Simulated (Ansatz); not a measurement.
## P: band-structure calculation

- system: P (6 atoms in the cell)
- method: DFT PBE, scalar-relativistic, plane waves, PAW, no spin polarisation (Ansatz 0.2.0)

The structure was made by a generator, so it may or may not be a known phase. Figures and captions count atoms from 1; the log counts them from 0 in places.

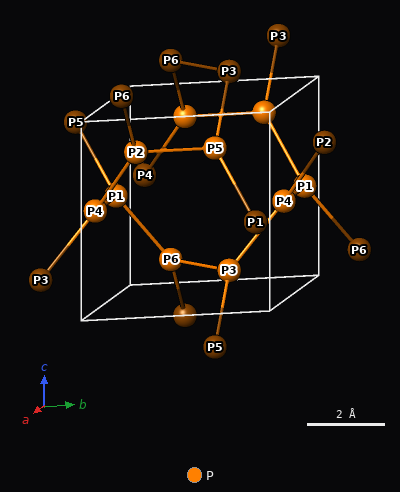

**Figure 1.** The structure as given in the input (ball-and-stick view of the cell of the calculation, seen slightly off an axis; neighbours outside the cell are drawn fainter; atoms are numbered from 1 in the order of the input). An atom can appear more than once, as a periodic image. Near neighbours in the periodic cell (some may lie outside the picture): P has 3 P at 2.15 to 2.31 Å.

Input:
```yaml
crystal:
  lattice:
    - [5.1222199329, 0.0, 0.0]
    - [-2.5611099665, 4.4359725857, 0.0]
    - [0.0, 0.0, 5.3034313423]
  atoms:
    - { symbol: P, position: [0.2900909461, 0.0, 0.5] }
    - { symbol: P, position: [0.0, 0.2900909461, 0.8333333333] }
    - { symbol: P, position: [0.7099090539, 0.7099090539, 0.1666666667] }
    - { symbol: P, position: [0.7099090539, 0.0, 0.5] }
    - { symbol: P, position: [0.0, 0.7099090539, 0.8333333333] }
    - { symbol: P, position: [0.2900909461, 0.2900909461, 0.1666666667] }
basis:
  ecutwfc: 420
kpoints:
  mp_grid: { grid: [12, 12, 8] }
  band_path:
    path:
      - [[0.0, 0.0, 0.0], [0.5, 0.0, 0.0], [0.33333333, 0.33333333, 0.0], [0.0, 0.0, 0.0], [0.0, 0.0, 0.5], [0.5, 0.0, 0.5], [0.33333333, 0.33333333, 0.5], [0.0, 0.0, 0.5]]
      - [[0.5, 0.0, 0.5], [0.5, 0.0, 0.0]]
      - [[0.33333333, 0.33333333, 0.5], [0.33333333, 0.33333333, 0.0]]
    npoints: 14
hamiltonian:
  xc: pbe
scf:
  occupations: { method: gaussian, width: 0.1 }
  n_extra_bands: 15
output:
  forces: true
  stress: true
  eigenvalues: true
  populations: true
  dos: { projected: true, de: 0.02, nscf_kmesh: { grid: [15, 15, 10] } }
  bader: true
  write_density: true
  write_potential: true
  elf: true
  volumetric_format: npy
```

Run on 1 thread of Intel Xeon @ 2.50GHz (Skylake/Cascade Lake), 189 GiB of memory available, shared host.

Launched with:
```bash
ansatz run input.yaml --threads 1 --pin off --max-ram 2560MiB --backend cpu --events-out ev --progress --plain --runs-dir out
```

Output:
```
scf.n_extra_bands = 15 over 15 filled bands (N_el = 30.0): the run solves 30 bands
Engine: ansatz 0.2.0, x86_64-unknown-linux-gnu
Pseudopotentials: kind: paw
Pseudopotential: P, paw, valence charge 5, recommended cutoff 420 eV (normal), P.paw.azcp
Functional definition: PBE
  parameter kappa = 0.804
  parameter beta = 0.06672455060314922
  exchange = pbe_x(kappa = kappa, mu = beta*pi^2/3)
  correlation = pbe_c(beta = beta)
Crystal: 6 atoms, lattice volume = 120.505 Å³
Basis set: ecut = 420 eV, 2375 PW (Γ), exchange–correlation on 72×72×72 points (8 copies of the dense FFT grid, shifted against one another)
Bands: 30, of which v1, the nominal top of the filled ones, is band 15 counted from 1 (14 counted from 0)
Symmetry: 12 space group operations
Space group: P6422 (ITA 181), of the structure as read, at distance tolerance 4.9e-5 Å
k-points: 95 of 1152 (time reversal used)
Non-local potential: P, projectors of the file, l = 0: 2, l = 1: 2, l = 2: 2
PAW form: soft (Blöchl's): semilocal exchange-correlation on the pseudo side does not see the compensation charge
PAW one-centre angular grid: P, 110 points (default); XC on 64 Gauss nodes
Initial density: superposition of atomic densities (neutral atoms: chi_scale 0, normalization atom), corrected by the library's trained network
Initial wavefunctions: pseudopotential atomic-orbital guess
Functional: x = pbe(κ = 0.804, μ = 0.2195149727645171), c = pbe(β = 0.06672455060314922)
SCF iter   1: F=—  HF=-4530.483252 eV  |F-HF|=—  |Δ(HF+E_count)|=         —  Δρ=5.28e-3  dr2=3.46e-2  ethr=1.77e-3  ⟨swp⟩=7.6  Hψ=18294  notcnv=0  defer=182
preconditioner: auto → Kerker (q_TF=auto, 2.164 Å⁻¹)  [metal: Δε(μ)=0.010 eV  Ē_g=11.060 eV  σ=0.100 eV  W_gap=0.06  n_scr=20 (ndim 8)  ℏωp=18.5 eV  f_vac=0.000  D(μ)=1.44/eV (n_scr^D=8)]
SCF iter   2: F=—  HF=-4530.479065 eV  |F-HF|=—  |Δ(HF+E_count)|=   4.19e-3  Δρ=2.65e-3  dr2=9.81e-3  ethr=1.15e-4  ⟨swp⟩=2.2  Hψ=4418  notcnv=0  defer=257
SCF iter   3: F=—  HF=-4530.476840 eV  |F-HF|=—  |Δ(HF+E_count)|=   2.23e-3  Δρ=4.48e-4  dr2=5.53e-4  ethr=3.27e-5  ⟨swp⟩=2.6  Hψ=3489  notcnv=0  defer=257
SCF iter   4: F=—  HF=-4530.476816 eV  |F-HF|=—  |Δ(HF+E_count)|=   2.39e-5  Δρ=1.88e-4  dr2=8.21e-5  ethr=1.84e-6  ⟨swp⟩=2.8  Hψ=3466  notcnv=0  defer=257
SCF iter   5: F=—  HF=-4530.476840 eV  |F-HF|=—  |Δ(HF+E_count)|=   2.43e-5  Δρ=9.01e-5  dr2=1.06e-5  ethr=2.74e-7  ⟨swp⟩=2.0  Hψ=3438  notcnv=0  defer=257
SCF iter   6: F=—  HF=-4530.476838 eV  |F-HF|=—  |Δ(HF+E_count)|=   2.01e-6  Δρ=2.55e-5  dr2=8.22e-7  ethr=3.53e-8  ⟨swp⟩=2.8  Hψ=3502  notcnv=0  defer=257
SCF iter   7: F=-4530.476838 eV  HF=-4530.476838 eV  |F-HF|=1.61e-8  |Δ(HF+E_count)|=   7.31e-8  Δρ=6.23e-6  dr2=5.69e-8  ethr=3.33e-10  ⟨swp⟩=18.3  Hψ=25246  notcnv=0
SCF 1 converged in 7 iterations: F = -4530.476838 eV  dr2 = 5.69e-8
  greatest PAW one-centre occupation: 0.812 electrons in one spin orbital (limit 2), on the P atom at site 5 (counted from 0), in its partial waves of l = 0
```

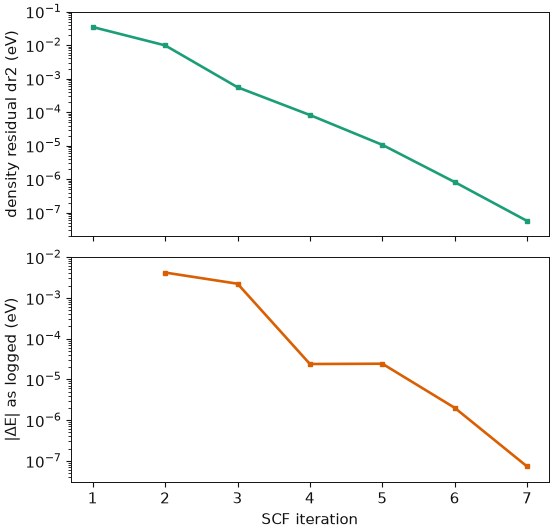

**Figure 2.** Convergence of the self-consistent field: density residual dr2 and size of the energy change against the SCF iteration. The residual falls at every step.

```
NSCF: frozen V_eff on 129 k-points
NSCF: frozen V_eff on 162 k-points
SCF converged after 7 iterations
Free energy (F): -4530.476838 eV
Harris-Foulkes:  -4530.476838 eV  (|F-HF|=1.61e-8)
Internal energy: -4530.469591 eV  (E = F + TS)
E sigma→0 (E₀):  -4530.473215 eV
Entropy (-TS):   -0.007247 eV (-1.208 meV/atom)
Fermi energy:    6.319494 eV
--- Per-component energies (eV) ---
  E_band       = 8.583696
  E_kinetic    = 416.750274
  E_local      = -433.274186  (includes V_loc(G=0)·N_el)
  E_nonlocal   = 202.347797
  E_hartree    = 113.796320
  E_xc         = -365.256490
  E_vxc        = -359.925427  (∫ρ·V_xc dr)
  E_paw        = -3415.622779  (= ΣΔE_a)
  E_vpaw       = -44.906146  (= ΣTr[D̂ρ^β])
  E_aug_tail   = 0.000020  (compensation charges beyond the density's cutoff)
  E_ewald      = -1049.210548
  E_smearing   = -0.007247  (= −TS)
  E_closure    = 0.000000  (closes the sum)
  Σ components = -4530.476838   (vs F -4530.476838, Δ=0.00e0)
--- Forces (eV/Å), atoms counted from 1 ---
  atom   1  P     -0.00025184    -0.00000000     0.00000000
  atom   2  P      0.00012592    -0.00021810     0.00000000
  atom   3  P      0.00012592     0.00021810     0.00000000
  atom   4  P      0.00025184     0.00000000     0.00000000
  atom   5  P     -0.00012592     0.00021810     0.00000000
  atom   6  P     -0.00012592    -0.00021810     0.00000000
  max |Σ_I F_I| component: 3.71e-16 eV/Å
--- Stress (GPa, compression-positive) ---
       -0.002532      -0.000000       0.000000
       -0.000000      -0.002532       0.000000
        0.000000      -0.000000      -0.002414
  P = ⅓ Tr σ = -0.0025 GPa (-0.025 kbar)
--- Band table (eV; the first three rows and the last of 95) ---
  k-point 0: bands = ["-8.4290", "-5.1160", "-5.1160", "-3.2464", "-3.2464", "-0.5437", "0.7435", "0.7435", "0.9507", "2.2952", "4.7225", "4.7225", "5.1720", "5.1720", "5.4361", "5.5183", "6.5898", "6.5898", "8.9751", "8.9751", "10.4190", "12.7718", "12.7718", "13.0334", "13.0334", "13.8037", "14.0662", "14.1580", "16.4660", "16.4660"]
  k-point 1: bands = ["-8.3679", "-5.7677", "-4.4883", "-3.4374", "-2.9724", "-0.5120", "0.5215", "0.5329", "0.8841", "2.6738", "4.1832", "4.7781", "5.1732", "5.3419", "5.7046", "5.7545", "6.0912", "7.2593", "8.3285", "9.8673", "10.6487", "12.0341", "12.6858", "12.8641", "12.9146", "13.7352", "13.7966", "15.2273", "15.2935", "15.5149"]
  k-point 2: bands = ["-8.1862", "-6.4002", "-3.9410", "-3.5587", "-2.6054", "-0.4210", "-0.1936", "0.2934", "0.8591", "3.2895", "3.7241", "4.8610", "5.1331", "5.2634", "5.3558", "6.2360", "6.9184", "7.6336", "8.0943", "10.8445", "11.1034", "11.2657", "11.8846", "12.6167", "12.8865", "13.7547", "13.9944", "14.2160", "14.3954", "15.3151"]
  k-point 94: bands = ["-6.6938", "-6.2815", "-6.2815", "-4.0673", "-4.0673", "0.2943", "0.7507", "1.8600", "1.8600", "2.7168", "4.1767", "4.1767", "4.9216", "5.5691", "6.7324", "6.7324", "7.9434", "7.9434", "8.9010", "8.9010", "9.9338", "11.4991", "11.4991", "12.4569", "12.9700", "12.9700", "13.8699", "13.9453", "13.9453", "14.2333"]
--- Löwdin populations: 6 sites ---
  site symbol       q [e]
     0      P      4.9126
     1      P      4.9126
     2      P      4.9126
     3      P      4.9126
     4      P      4.9126
     5      P      4.9126
  spilling = 0.017474 (of n_electrons = 30.000000)
--- Bader charges: 6 sites ---
  site symbol  charge [e]  shift [e]
     0      P      0.0000     0.0000
     1      P      0.0000     0.0000
     2      P      0.0000     0.0000
     3      P      0.0000     0.0000
     4      P      0.0000     0.0000
     5      P      0.0000     0.0000
  estimated error of the sums over rays = 2.2e-4 e
```

File bader_charges.tsv:
```
# site	symbol	x_ang	y_ang	z_ang	partial_charge_e	electrons	volume_ang3	relative_density_drop	shared_charge_e	partial_wave_shift_e
# quadrature_error_electrons = 2.2e-4
0	P	1.4859	0.0000	2.6517	0.00000	15.00000	20.08	-	0.00000	0.00000
1	P	-0.7430	1.2868	4.4195	-0.00001	15.00001	20.08	-	-0.00001	0.00000
2	P	1.8182	3.1491	0.8839	-0.00001	15.00001	20.08	-	-0.00001	0.00000
3	P	3.6363	0.0000	2.6517	0.00001	14.99999	20.08	-	0.00001	0.00000
4	P	-1.8182	3.1491	4.4195	0.00001	14.99999	20.08	-	0.00001	0.00000
5	P	0.7430	1.2868	0.8839	0.00000	15.00000	20.08	-	0.00000	0.00000
```

File populations.tsv:
```
# site	symbol	l	j	q
# orbitals = lowdin
# n_electrons = 30.000000
# spilling = 0.017474
0	P	0_3S	-	1.601638
0	P	1_3P	-	3.310992
1	P	0_3S	-	1.601638
1	P	1_3P	-	3.310992
2	P	0_3S	-	1.601638
2	P	1_3P	-	3.310992
3	P	0_3S	-	1.601638
3	P	1_3P	-	3.310992
4	P	0_3S	-	1.601638
4	P	1_3P	-	3.310992
5	P	0_3S	-	1.601638
5	P	1_3P	-	3.310992
```

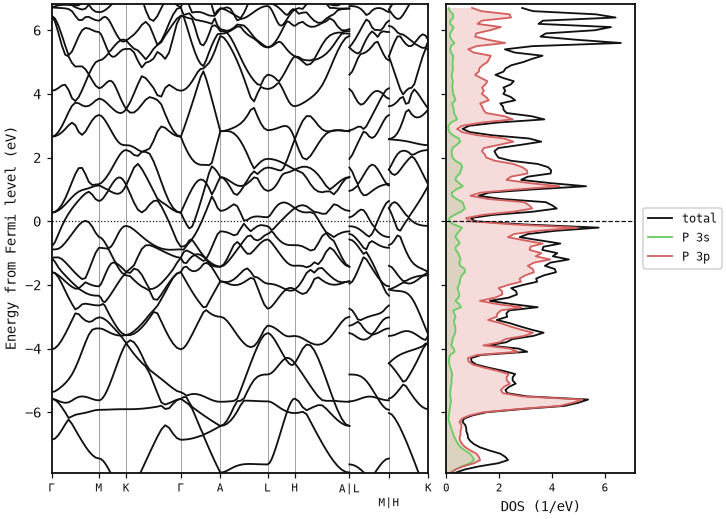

**Figure 3.** Band structure along Γ–M–K–Γ–A–L–H–A|L–M|H–K and density of states (projected on Löwdin-orthogonalised atomic shells), with energies from the Fermi level. Bands cross the Fermi level: a metal at this level of theory.

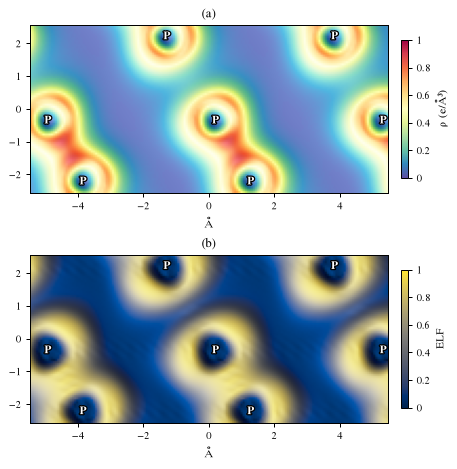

**Figure 4.** (a) valence charge density (pseudo); (b) ELF on the (001) plane of the conventional cell. The section cuts through P sites. P–P (2.15 Å): ρ is about 0.81 e/Å³ halfway, a local maximum along the line; the ELF peaks at about 0.85 between the atoms, which marks localised, shared-pair bonding. Away from the nuclei the density in this plane falls to 0.03 e/Å³ at its lowest. The fields are those of the smooth PAW valence density.

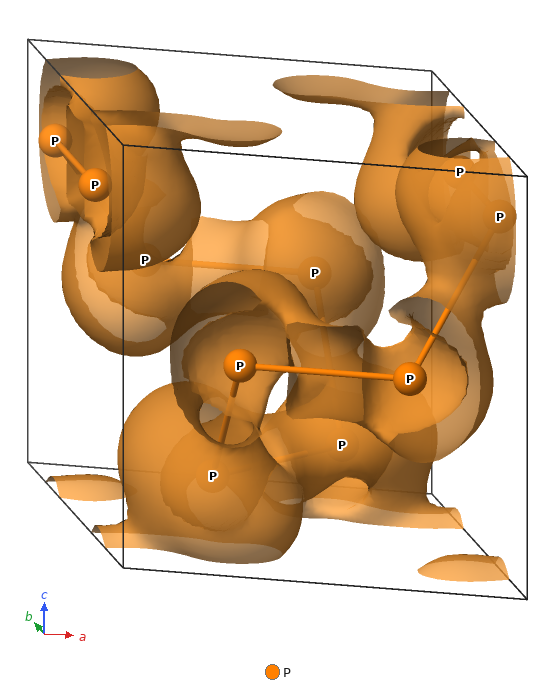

**Figure 5.** Isosurface of the ELF at 0.7 (orange), seen slightly off an axis. Core shells and regions of very low density are left out. Sticks mark near contacts. The outline is the cell set on symmetry axes. Values along the shortest contacts: P–P (2.15 Å): the ELF peaks at about 0.85 between the atoms, which marks a covalent bond. P–P (2.31 Å): the ELF peaks at about 0.85 between the atoms, which marks localised, shared-pair bonding.

Key numbers:

- outcome: converged
- space group (tolerance 0.01 Å): P6₄22 (181)
- electrons treated: 30
- free energy: −4530.4768 eV
- Fermi energy: 6.319 eV
- gap on the k-point mesh: none (metallic)
- pressure: 0.00 GPa
- largest force (length of the vector): under 0.001 eV/Å
- wall time: 5.3 min
- peak memory: 0.64 GiB
